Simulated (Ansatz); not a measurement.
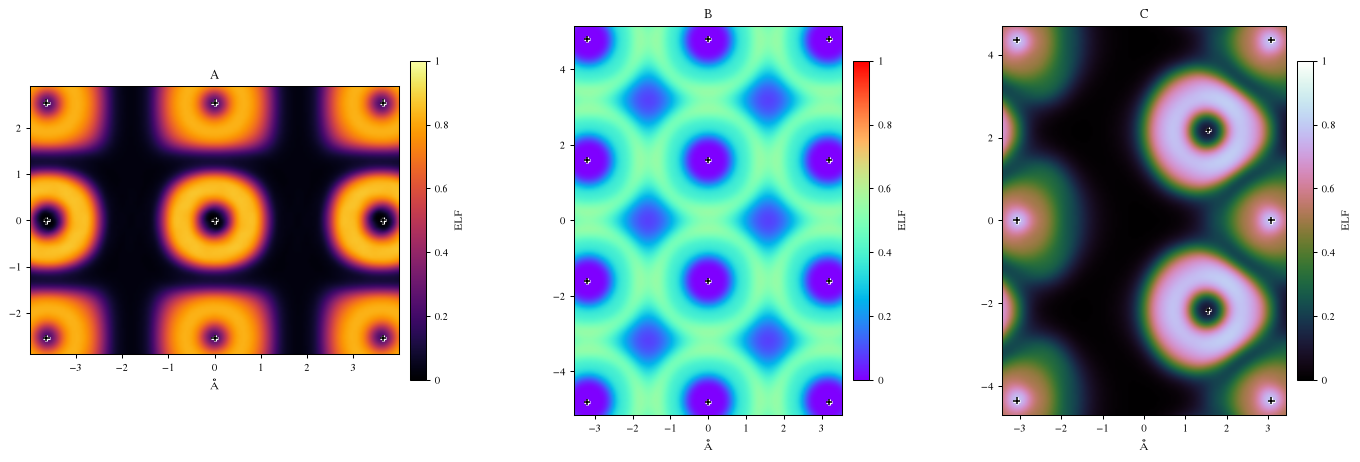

The ELF of 3 systems, each on a plane through atoms (crosses mark nuclei in the plane).

Method: DFT, PBEsol, PAW with Ansatz's default frozen-core files, scalar-relativistic in Ansatz 0.2.0.

System 1: Sb, the (010) plane of the conventional cell. Space group Pm-3m; computed pressure about −6 GPa in this cell; computed without spin polarisation.

```
Sb
1.0
     3.20158    0.00000    0.00000
     0.00000    3.20158    0.00000
     0.00000    0.00000    3.20158
Sb
1
Direct
  0.00000 0.00000 0.00000
```

System 2: HgSe, the (101) plane of the conventional cell. Space group F-43m.

System 3: SrO, the (100) plane of the conventional cell. Space group I4/mmm; changed on purpose from its base cell (zz strain of -1 %, PAW files).

```
Sr O
1.0
     2.56980   -2.56980    0.00000
     2.56980    2.56980    0.00000
     0.00000    0.00000    5.08820
Sr O
2 2
Direct
  0.00000 0.00000 0.00000
  0.50000 0.50000 0.50000
  0.50000 0.50000 0.00000
  0.00000 0.00000 0.50000
```

**Match each panel to its system.**

Panel A is system 3, SrO: the plane holds Sr and O. Sr–O (2.54 Å): the ELF is about 0.10 at the midpoint (a closed-shell, largely ionic contact). Panel B is system 1, Sb: the plane holds Sb. Sb–Sb (3.20 Å): the ELF is about 0.50 at the midpoint. Panel C is system 2, HgSe: the plane holds Hg and Se. Hg–Se (2.66 Å): the ELF is about 0.35 at the midpoint and 0.20 at its lowest between the atoms.
